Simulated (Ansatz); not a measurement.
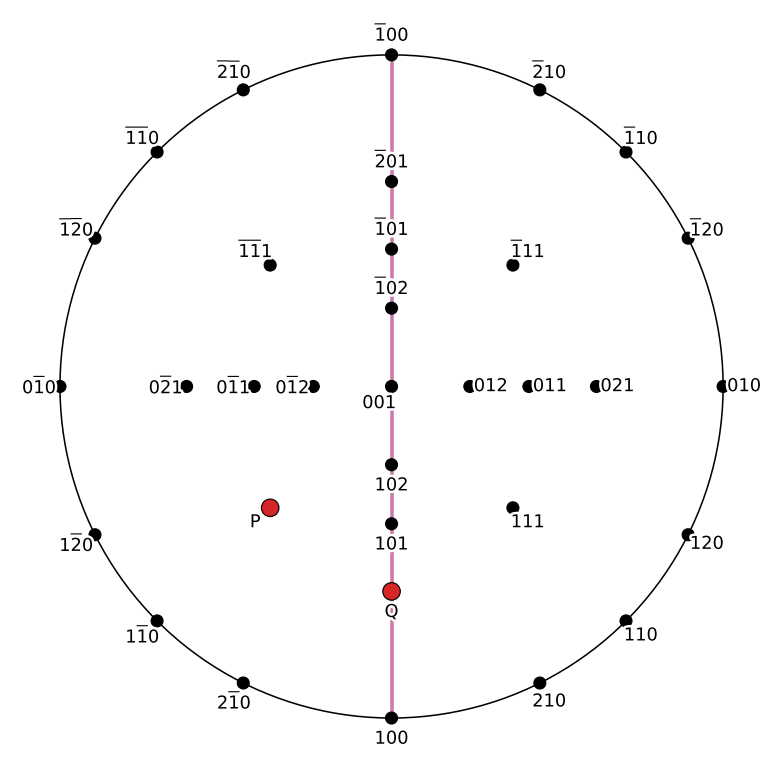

Crystal: Sr, coordinates from a relaxation with DFT PBE, scalar-relativistic, plane waves, PAW in Ansatz 0.2.0; the starting structure was generated, so it need not be a known form of this composition. Stereographic projection of plane normals (upper hemisphere) centred on (0 0 1). The drawing is computed from the coordinates (standard cell, symmetry found to 0.002 Å).

a = 10.366 Å, b = 10.366 Å, c = 10.366 Å, α = 90.00°, β = 90.00°, γ = 90.00°.

**Index the poles marked P, Q.**

P is (1 −1 1), 54.7° from the centre; Q is (2 0 1), 63.4° from the centre.

**Which zone does the coloured great circle trace?**

The zone [0 1 0]: its poles satisfy k = 0.

**What is the angle between the normals of (−1 0 1) and (2 0 1), and what are their d_hkl = 1/|g|?**

108.4°; d = 7.330 Å and 4.636 Å.
